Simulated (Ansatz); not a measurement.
Geometry relaxation, with input and output: Sn3O2 (part 2 of 3)

Continued. System: Sn3O2 (slab, 10 atoms in the cell). Method: DFT PBE, scalar-relativistic, plane waves, PAW, no spin polarisation (Ansatz 0.2.0); cutoff 420 eV, 9×9×1 k-mesh, Gaussian smearing of 0.05 eV. The structure derives from an entry of the Crystallography Open Database. It belongs to a series of runs on one base structure; here: (0 0 1) slab, atoms relaxed.

Geometry of the input (Å; fractional positions):
```
3.8682  0.0000  0.0000
0.0000  3.8682  0.0000
0.0000  0.0000  27.8837
Sn 0.0000  0.5000  0.2690
Sn 0.5000  0.0000  0.3676
O  0.0000  0.0000  0.4091
O  0.5000  0.5000  0.4091
Sn 0.0000  0.5000  0.4507
Sn 0.5000  0.0000  0.5493
O  0.0000  0.0000  0.5909
O  0.5000  0.5000  0.5909
Sn 0.0000  0.5000  0.6324
Sn 0.5000  0.0000  0.7310
```

**What the program printed, continued**
```
relax step   4: F+E_penalty+E_count = -38412.52267206 eV  Δ(F+E_penalty+E_count) = -5.302e-2 eV  max|allowed force component| = 1.362e-1 eV/Å  Δτ_max = 0.1701 Å  (6 SCF iters, dr2 threshold 2.43e-5 eV, accepted)
SCF iter   1: F=—  HF=-38412.534483 eV  |F-HF|=—  |Δ(HF+E_count)|=         —  Δρ=2.47e-3  dr2=3.43e-2  ethr=1.59e-4  p=0.000 e·Å  D=3.22e-8 V/Å  ΔV_dip=-0.00 eV  dr2_dipole=1.42e-12  V_vac-E_F(+/−)=4.40/4.40 eV  ⟨swp⟩=4.4  Hψ=2552  notcnv=0  defer=80
efield: sawtooth ramp at fractional position 0.9800 (handed on by an earlier solve), width 0.0400; the density the first Hamiltonian is built on has a dipole p = 0.000 e·Å; the dipole correction subtracts the counter field D = 3.22e-8 V/Å, which shifts the + side's vacuum level by -0.00 eV against the − side's; the planar-averaged density in the ramp window peaks in size at 3.0e-6 e/Å³
preconditioner: auto → LDOS  [metal: Δε(μ)=0.025 eV  Ē_g=17.743 eV  σ=0.050 eV  W_gap=0.26  n_scr=70 (ndim 8)  ℏωp=18.9 eV  f_vac=0.458  D(μ)=5.74/eV (n_scr^D=12)  β→1.0]
SCF iter   2: F=—  HF=-38412.528936 eV  |F-HF|=—  |Δ(HF+E_count)|=   5.55e-3  Δρ=1.13e-3  dr2=8.04e-3  ethr=3.18e-5  p=0.000 e·Å  D=1.15e-7 V/Å  ΔV_dip=-0.00 eV  dr2_dipole=1.12e-12  V_vac-E_F(+/−)=4.41/4.41 eV  ⟨swp⟩=2.0  Hψ=1511  notcnv=0  defer=80
SCF iter   3: F=—  HF=-38412.526684 eV  |F-HF|=—  |Δ(HF+E_count)|=   2.25e-3  Δρ=2.23e-4  dr2=1.56e-3  ethr=7.44e-6  p=0.000 e·Å  D=8.28e-8 V/Å  ΔV_dip=-0.00 eV  dr2_dipole=1.02e-12  V_vac-E_F(+/−)=4.41/4.41 eV  ⟨swp⟩=2.0  Hψ=1239  notcnv=0  defer=80
SCF iter   4: F=—  HF=-38412.526489 eV  |F-HF|=—  |Δ(HF+E_count)|=   1.95e-4  Δρ=9.88e-5  dr2=3.04e-4  ethr=1.45e-6  p=0.000 e·Å  D=4.85e-8 V/Å  ΔV_dip=-0.00 eV  dr2_dipole=4.68e-13  V_vac-E_F(+/−)=4.41/4.41 eV  ⟨swp⟩=1.9  Hψ=947  notcnv=0  defer=80
SCF iter   5: F=—  HF=-38412.526471 eV  |F-HF|=—  |Δ(HF+E_count)|=   1.75e-5  Δρ=6.31e-5  dr2=4.14e-5  ethr=2.81e-7  p=0.000 e·Å  D=4.97e-9 V/Å  ΔV_dip=-0.00 eV  dr2_dipole=1.03e-14  V_vac-E_F(+/−)=4.40/4.40 eV  ⟨swp⟩=2.7  Hψ=1547  notcnv=0  defer=80
SCF iter   6: F=-38412.526461 eV  HF=-38412.526463 eV  |F-HF|=1.34e-6  |Δ(HF+E_count)|=   8.51e-6  Δρ=1.62e-5  dr2=2.54e-6  ethr=3.86e-9  p=-0.000 e·Å  D=-4.10e-9 V/Å  ΔV_dip=0.00 eV  dr2_dipole=1.57e-13  V_vac-E_F(+/−)=4.40/4.40 eV  ⟨swp⟩=19.3  Hψ=9749  notcnv=0
SCF 5 converged in 6 iterations: F = -38412.526461 eV  dr2 = 2.54e-6
relax step   5: F+E_penalty+E_count = -38412.52646143 eV  Δ(F+E_penalty+E_count) = -3.789e-3 eV  max|allowed force component| = 7.438e-2 eV/Å  Δτ_max = 0.0985 Å  (6 SCF iters, dr2 threshold 4.16e-6 eV, accepted)
SCF iter   1: F=—  HF=-38412.527955 eV  |F-HF|=—  |Δ(HF+E_count)|=         —  Δρ=6.70e-4  dr2=2.88e-3  ethr=1.55e-5  p=-0.000 e·Å  D=-4.11e-9 V/Å  ΔV_dip=0.00 eV  dr2_dipole=2.58e-13  V_vac-E_F(+/−)=4.40/4.40 eV  ⟨swp⟩=3.9  Hψ=2481  notcnv=0  defer=77
efield: sawtooth ramp at fractional position 0.9800 (handed on by an earlier solve), width 0.0400; the density the first Hamiltonian is built on has a dipole p = -0.000 e·Å; the dipole correction subtracts the counter field D = -4.11e-9 V/Å, which shifts the + side's vacuum level by +0.00 eV against the − side's; the planar-averaged density in the ramp window peaks in size at 3.1e-6 e/Å³
preconditioner: auto → LDOS  [metal: Δε(μ)=0.029 eV  Ē_g=17.743 eV  σ=0.050 eV  W_gap=0.30  n_scr=70 (ndim 8)  ℏωp=18.9 eV  f_vac=0.457  D(μ)=5.70/eV (n_scr^D=12)  β→1.0]
SCF iter   2: F=—  HF=-38412.527505 eV  |F-HF|=—  |Δ(HF+E_count)|=   4.50e-4  Δρ=3.35e-4  dr2=6.32e-4  ethr=2.66e-6  p=-0.000 e·Å  D=-1.93e-8 V/Å  ΔV_dip=0.00 eV  dr2_dipole=1.94e-12  V_vac-E_F(+/−)=4.40/4.40 eV  ⟨swp⟩=2.0  Hψ=1427  notcnv=0  defer=77
SCF iter   3: F=—  HF=-38412.527231 eV  |F-HF|=—  |Δ(HF+E_count)|=   2.74e-4  Δρ=5.29e-5  dr2=1.04e-4  ethr=5.85e-7  p=-0.000 e·Å  D=-2.41e-8 V/Å  ΔV_dip=0.00 eV  dr2_dipole=4.44e-13  V_vac-E_F(+/−)=4.40/4.40 eV  ⟨swp⟩=2.0  Hψ=1249  notcnv=0  defer=77
SCF iter   4: F=—  HF=-38412.527227 eV  |F-HF|=—  |Δ(HF+E_count)|=   3.36e-6  Δρ=4.43e-5  dr2=2.39e-5  ethr=9.59e-8  p=-0.000 e·Å  D=-1.39e-8 V/Å  ΔV_dip=0.00 eV  dr2_dipole=7.09e-14  V_vac-E_F(+/−)=4.40/4.40 eV  ⟨swp⟩=2.0  Hψ=1107  notcnv=0  defer=77
SCF iter   5: F=—  HF=-38412.527225 eV  |F-HF|=—  |Δ(HF+E_count)|=   2.07e-6  Δρ=1.91e-5  dr2=5.10e-6  ethr=2.21e-8  p=-0.000 e·Å  D=-5.11e-9 V/Å  ΔV_dip=0.00 eV  dr2_dipole=2.54e-14  V_vac-E_F(+/−)=4.40/4.40 eV  ⟨swp⟩=2.0  Hψ=1147  notcnv=0  defer=77
SCF iter   6: F=-38412.527225 eV  HF=-38412.527225 eV  |F-HF|=1.88e-8  |Δ(HF+E_count)|=   4.50e-7  Δρ=4.32e-6  dr2=1.34e-7  ethr=1.15e-9  p=-0.000 e·Å  D=-9.33e-10 V/Å  ΔV_dip=0.00 eV  dr2_dipole=2.85e-14  V_vac-E_F(+/−)=4.40/4.40 eV  ⟨swp⟩=19.6  Hψ=8795  notcnv=0
SCF 6 converged in 6 iterations: F = -38412.527225 eV  dr2 = 1.34e-7
relax step   6: F+E_penalty+E_count = -38412.52722465 eV  Δ(F+E_penalty+E_count) = -7.632e-4 eV  max|allowed force component| = 4.465e-3 eV/Å  Δτ_max = 0.0183 Å  (6 SCF iters, dr2 threshold 1.24e-6 eV, accepted)
iter 1 solved again at ethr=1.25e-10 eV; its pass at ethr=3.10e-3 eV (dr2=1.35e-7 eV) is discarded
SCF iter   1: F=—  HF=-38412.527182 eV  |F-HF|=—  |Δ(HF+E_count)|=         —  Δρ=4.40e-6  dr2=1.37e-7  ethr=1.25e-10  p=-0.000 e·Å  D=-9.33e-10 V/Å  ΔV_dip=0.00 eV  dr2_dipole=7.94e-15  V_vac-E_F(+/−)=4.40/4.40 eV  ⟨swp⟩=1.0  Hψ=2370  notcnv=0
efield: sawtooth ramp at fractional position 0.9800 (handed on by an earlier solve), width 0.0400; the density the first Hamiltonian is built on has a dipole p = -0.000 e·Å; the dipole correction subtracts the counter field D = -9.33e-10 V/Å, which shifts the + side's vacuum level by +0.00 eV against the − side's; the planar-averaged density in the ramp window peaks in size at 3.2e-6 e/Å³
preconditioner: auto → LDOS  [metal: Δε(μ)=0.031 eV  Ē_g=17.743 eV  σ=0.050 eV  W_gap=0.32  n_scr=70 (ndim 8)  ℏωp=18.9 eV  f_vac=0.457  D(μ)=5.67/eV (n_scr^D=12)  β→1.0]
SCF iter   2: F=-38412.527225 eV  HF=-38412.527225 eV  |F-HF|=5.63e-8  |Δ(HF+E_count)|=   4.27e-5  Δρ=2.86e-6  dr2=7.58e-8  ethr=9.26e-11  p=-0.000 e·Å  D=-7.87e-10 V/Å  ΔV_dip=0.00 eV  dr2_dipole=1.18e-13  V_vac-E_F(+/−)=4.40/4.40 eV  ⟨swp⟩=9.7  Hψ=7066  notcnv=0
SCF 7 converged in 2 iterations: F = -38412.527225 eV  dr2 = 7.58e-8
relax step   7: F+E_penalty+E_count = -38412.52722467 eV  Δ(F+E_penalty+E_count) = -2.691e-8 eV  max|allowed force component| = 4.454e-3 eV/Å  Δτ_max = 0.0000 Å  (2 SCF iters, accepted)
```

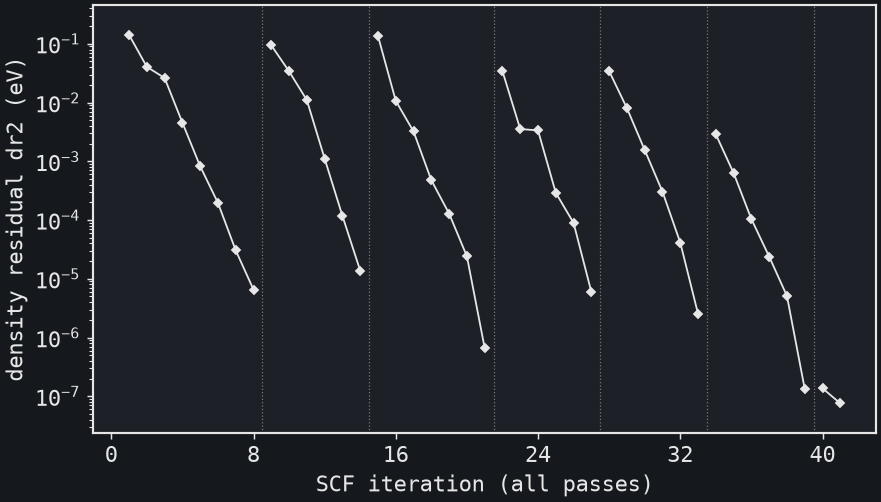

Convergence of the self-consistent field: density residual dr2 against the SCF iteration. The dotted lines part the SCF passes of the relaxation: geometry steps, rejected trials and re-solves on a re-selected basis. The 7 passes take 2 to 8 iterations each, 41 in all.

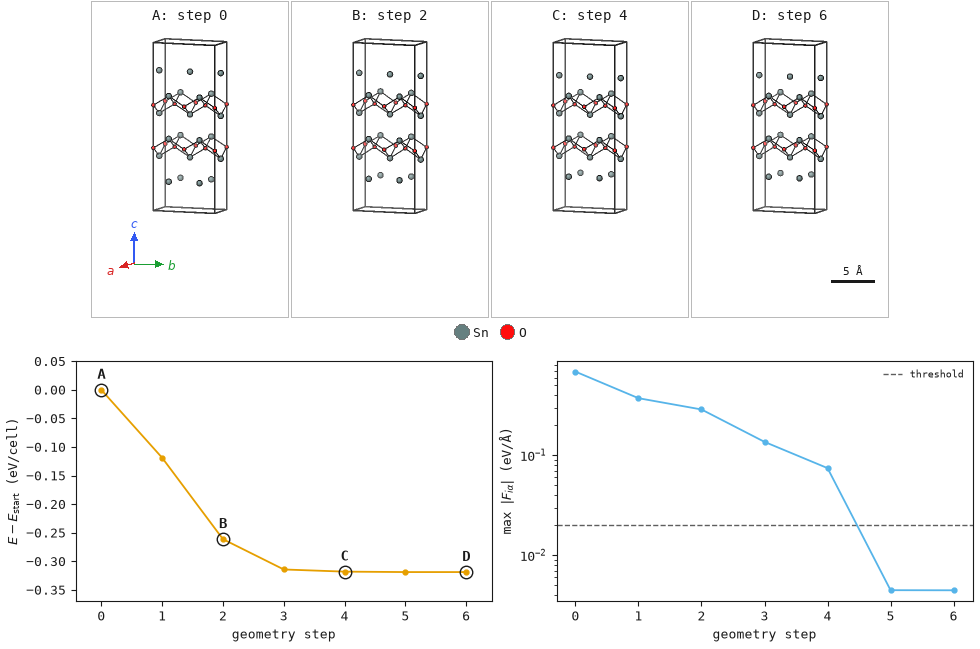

Frames of the relaxation (ball-and-stick view of the 1 × 2 repeat of the cell, with the vacuum cut short, seen slightly off an axis) above the curves, on which the letters mark them (the first geometry is step 0 here and step 1 in the log).

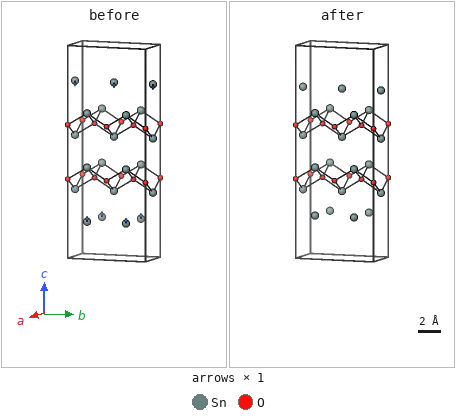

Before (left) and after (right) the relaxation, at one scale (ball-and-stick view of the 1 × 2 repeat of the cell, with the vacuum cut short, seen slightly off an axis). The blue arrows give the displacements, at true length. The energy falls by 0.319 eV per cell of the calculation in 6 geometry steps. Largest force component: 0.69 eV/Å at the start, 0.0045 eV/Å at the end. The largest moves, 0.57 Å, are those of Sn1 and Sn10. By element the largest moves are Sn 0.57 Å, O 0.02 Å. The lattice vectors keep their values. Among the contacts that change: O7–Sn9 2.255 → 2.274 Å. (Atoms are counted from 1 in the order of the input.)

```
WARN: The output density's exchange-correlation potential varies sharply where the density is thin. Do not read a vacuum level from v_tot or v_xc, or from such a field of the output density. On a cell that repeats whose density bears no net charge and no dipole along the vacuum's axis use v_es (v_loc + v_h of the components); under efield.dipole_correction with no amplitude use v_es + v_field, which holds any external_charges[].barrier, or the levels of the report's work_function block, which leave it out; under a non-zero efield.amplitude the vacuum is tilted and has no level; on a cell that repeats and bears such a dipole with no correction it is tilted too, and efield.dipole_correction with no amplitude gives each side of its ramp a level where efield: is served; in a cell that repeats whose density bears a net charge (total_charge, or a fill off its count) it is curved and has none; of a slab under crystal.periodic whose density bears no net charge use v_es, which has a level on each side, short of where the two are joined; of another it falls or rises all the way out and has none; of a slab beside external_charges read slab_vacuum_level instead, which it has where they leave it neutral. The grid or the basis barely resolves most such structure, and the values can differ between equally converged runs; as a rule a tighter scf.convergence.dr2_threshold does not remove it. Where the density itself ripples (under the LDA too) a higher basis.ecutwfc lessens it. The files hold the spikes' plane waves up to the density's cutoff. Files: v_tot_of_output_density and the like, and their columns of v_z.tsv (output.write_potential); v_xc_of_output_density and the like, and their columns of v_comp_z.tsv (output.write_potential_components). Measured: with its Gaussian average of σ = 0.25 Å subtracted twice, the exchange-correlation potential is over 0.1 eV at 4 of the grid points where the equally averaged density (valence and model cores) is under 1e-3 e/Å³, and 0.119 eV at the most among them, at an averaged density of 3.0e-8 e/Å³. The input density's (outcome.potential() and, of a run that writes arrays, v_tot and v_xc) is over 0.1 eV, so measured, at 2 points of its own thin density, 0.108 eV at the most. See output.write_potential in the manual, Limitations
SCF converged after 2 iterations
Free energy (F): -38412.527225 eV
Harris-Foulkes:  -38412.527225 eV  (|F-HF|=5.63e-8)
Internal energy: -38412.520142 eV  (E = F + TS)
E sigma→0 (E₀):  -38412.523683 eV
Entropy (-TS):   -0.007083 eV (-0.708 meV/atom)
Fermi energy:    2.341722 eV
Dipole field:    D = -0.000000 V/Å  (p = -0.000001 e·Å, saw-weighted, corrected)
Work function:   Φ+ = 4.4008 eV   Φ− = 4.4008 eV
Levels:          The Fermi level and band energies are counted from a zero that moves with the ramp; work functions are not
--- Per-component energies (eV) ---
  E_band       = -1348.711094
  E_kinetic    = 1808.400392
  E_local      = -98232.511111  (includes V_loc(G=0)·N_el)
  E_nonlocal   = -1.625440
  E_hartree    = 49146.433375
  E_xc         = -2584.706849
  E_vxc        = -944.571320  (∫ρ·V_xc dr)
  E_paw        = -25448.385768  (= ΣΔE_a)
  E_vpaw       = -2271.330855  (= ΣTr[D̂ρ^β])
  E_aug_tail   = 0.009494  (compensation charges beyond the density's cutoff)
  E_efield     = 0.000000  (sawtooth field / dipole correction)
  E_vefield    = 0.000000  (∫n·V_field dr)
  E_ewald      = 36899.865766
  E_smearing   = -0.007083  (= −TS)
  E_closure    = 0.000000  (closes the sum)
  Σ components = -38412.527225   (vs F -38412.527225, Δ=0.00e0)
--- Forces (eV/Å), atoms counted from 1 ---
  atom   1  Sn    -0.00000000    -0.00000000    -0.00064957
  atom   2  Sn    -0.00000000    -0.00000000    -0.00445364
  atom   3  O     -0.00000000     0.00000000    -0.00122740
  atom   4  O      0.00000000     0.00000000    -0.00122740
  atom   5  Sn     0.00000000     0.00000000     0.00284191
  atom   6  Sn    -0.00000000    -0.00000000    -0.00284170
  atom   7  O     -0.00000000     0.00000000     0.00122711
  atom   8  O      0.00000000     0.00000000     0.00122711
  atom   9  Sn     0.00000000     0.00000000     0.00445382
  atom  10  Sn     0.00000000     0.00000000     0.00064946
  max |Σ_I F_I| component: 3.13e-7 eV/Å
--- Band table (eV; the first three rows and the last of 15) ---
  k-point 0: bands = ["-19.4442", "-19.4426", "-19.2059", "-19.2059", "-19.2057", "-19.2057", "-19.1926", "-19.1926", "-19.1852", "-19.1851", "-19.1170", "-19.1169", "-19.1152", "-19.1152", "-19.0953", "-19.0953", "-19.0953", "-19.0953", "-19.0779", "-19.0779", "-19.0180", "-19.0097", "-18.8517", "-18.8517", "-18.8476", "-18.8380", "-18.8370", "-18.8295", "-18.8295", "-18.8237", "-17.2133", "-17.2016", "-14.8931", "-14.8929", "-6.5158", "-6.3602", "-5.0666", "-4.3184", "-3.3257", "-3.3257", "-3.2846", "-3.2846", "-2.5965", "-1.4841", "-0.7545", "-0.7289", "-0.4181", "-0.4181", "-0.4109", "-0.4109", "0.8386", "1.8219", "3.0189", "3.0336", "4.2160", "4.4412", "4.4412", "4.4836", "4.4836", "5.5985", "5.7532", "6.2480", "6.3846", "6.3846", "6.4632"]
```
